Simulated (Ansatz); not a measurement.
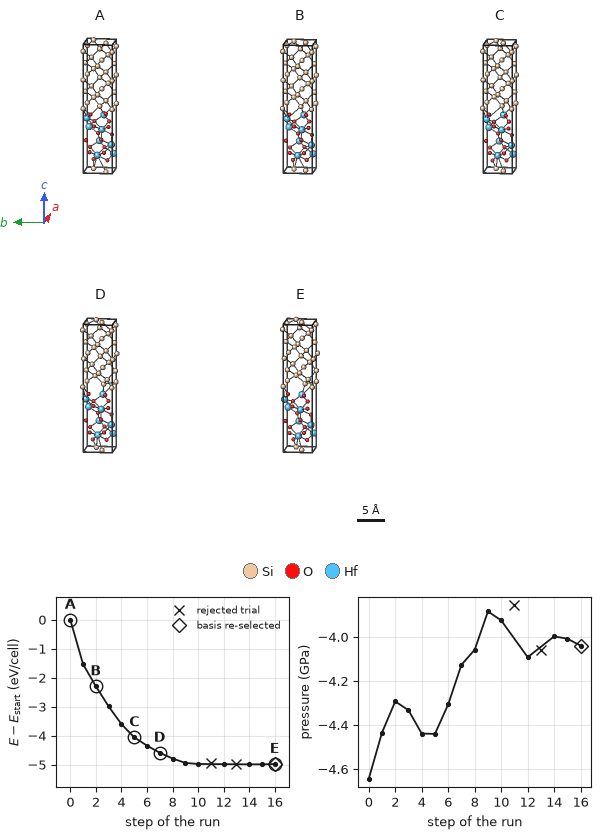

Frames of a relaxation of an interface cell of composition Hf₂Si₅O₄, marked on the history of the run. A ball-and-stick model of the cell of the calculation (origin shifted), seen from a free direction.

Case: film shifted by (0, 0) in the plane.

The calculation used DFT PBE, scalar-relativistic, plane waves, PAW (Ansatz 0.2.0). (plane-wave cutoff 420 eV; k-point mesh 5 × 5 × 1; occupations gaussian; smearing width 0.05 eV; no spin polarisation; cell relaxed at fixed a, b, gamma, alpha, beta; force threshold 0.02 eV/Å; at most 70 steps)

What happens along the run?

After 13 accepted moves (16 points after the start) the energy has fallen by 4.974 eV per cell of the calculation. The largest force component goes from 2.1 to 0.011 eV/Å. The pressure goes from −4.64 to −4.04 GPa. The line search rejected the trial steps at points 11, 13 of the run. The SCF was repeated once at an unchanged geometry on a basis and grid sized afresh for the cell, which shifted the energy by 10.8 meV per cell of the calculation at most. A Si atom moves most relative to the cell: 1.32 Å roughly along [1 −1 0]. By element the largest moves are Si 1.32 Å, O 0.61 Å, Hf 0.59 Å. Cell: a = b unchanged at 5.470 Å, c 24.536 → 24.329 Å (−0.8 %). Volume −0.8 %. Among the contacts that change: Hf–Si 3.275 → 4.921 Å, Si–Si 3.868 → 2.418 Å, Si–Si 3.868 → 2.512 Å, Hf–Si 3.649 → 4.910 Å. Bonds break: Hf–Si (3.27 → 4.92 Å). Bond angles that change, for instance: Si–Si–Hf 152.5° → 129.7°, Si–Si–O 125.3° → 105.2°, Si–O–Hf 100.3° → 119.5°. From step 0 to 2: a Si atom moves most (0.38 Å), volume −0.5 %, energy −2.295 eV per cell of the calculation. From step 2 to 5: a Si atom moves most (0.54 Å), energy −1.759 eV per cell of the calculation. From step 5 to 7: a Si atom moves most (0.39 Å), volume −0.2 %, energy −0.533 eV per cell of the calculation. From step 7 to 16: a Si atom moves most (0.31 Å), energy −0.387 eV per cell of the calculation.
